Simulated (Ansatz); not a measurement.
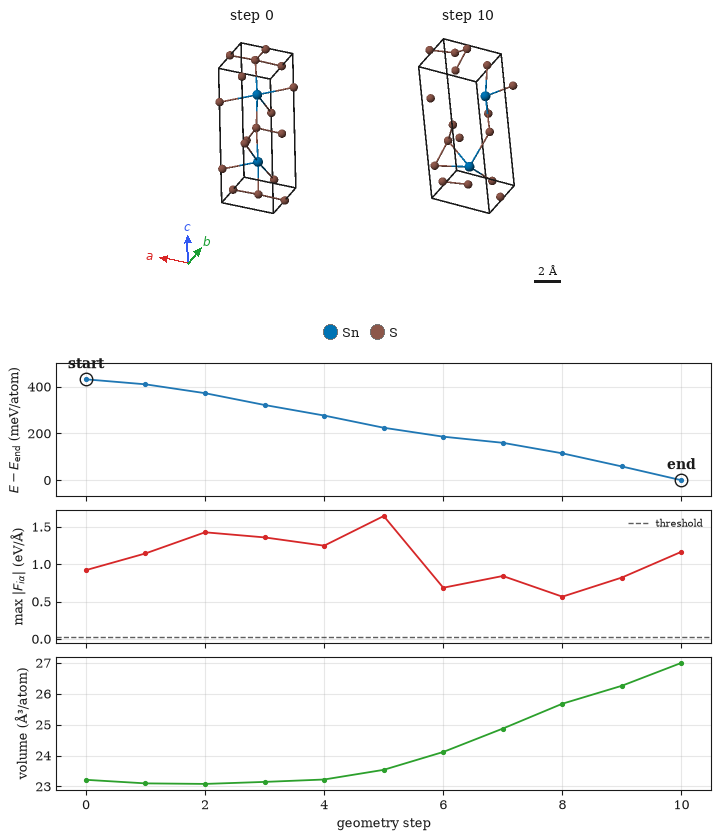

First and last geometry of a relaxation of crystalline SnS$_{4}$ (a generated structure, set up in P1) (coarse preliminary run), with the history of the run. The picture is a ball-and-stick view of the cell of the calculation, seen from a free direction.

Method: DFT PBE, scalar-relativistic, plane waves, PAW (Ansatz). (plane-wave cutoff 420 eV; k-point mesh 6 × 6 × 2; occupations gaussian; smearing width 0.2 eV; no spin polarisation; cell and atoms relaxed; force threshold 0.025 eV/Å; at most 60 steps)

Did the run converge, and what did it change?

The run was cut off at its time limit before the relaxation converged, so the last structure is only a point on the way. The atom that moves furthest relative to the cell is a Sn atom (1.70 Å roughly along [−3 1 0]). Largest moves by element: Sn 1.70 Å, S 1.04 Å. The drawn cell changes as follows: a 4.387 → 4.882 Å (+11.3 %), b 4.468 → 4.887 Å (+9.4 %), c 11.848 → 11.465 Å (−3.2 %), β 88.7° → 80.8°, γ 89.5° → 90.2°; the volume changes by +16.3 %. Some distances before and after: S–S 3.594 → 2.309 Å, S–Sn 3.146 → 4.375 Å, S–Sn 3.170 → 4.349 Å, S–S 3.599 → 2.430 Å. New bonds form, among them: S–S (3.59 → 2.31 Å), S–S (3.60 → 2.43 Å), S–Sn (3.65 → 2.71 Å). Bonds break, among them: S–S (2.17 → 2.99 Å), S–Sn (2.90 → 3.86 Å). Among the angles between lasting bonds that change: S–S–S 92.9° → 114.0°, S–S–S 90.2° → 106.5°. The space group stays P1 (No. 1). After 10 geometry steps the energy has fallen by 432 meV per atom. The largest force component goes from 0.92 to 1.2 eV/Å. Pressure: −0.03 GPa at the start and 0.49 GPa at the end. The run took 6.9 min on 1 thread of Arm Neoverse V2 (shared host), peak memory 0.59 GiB.
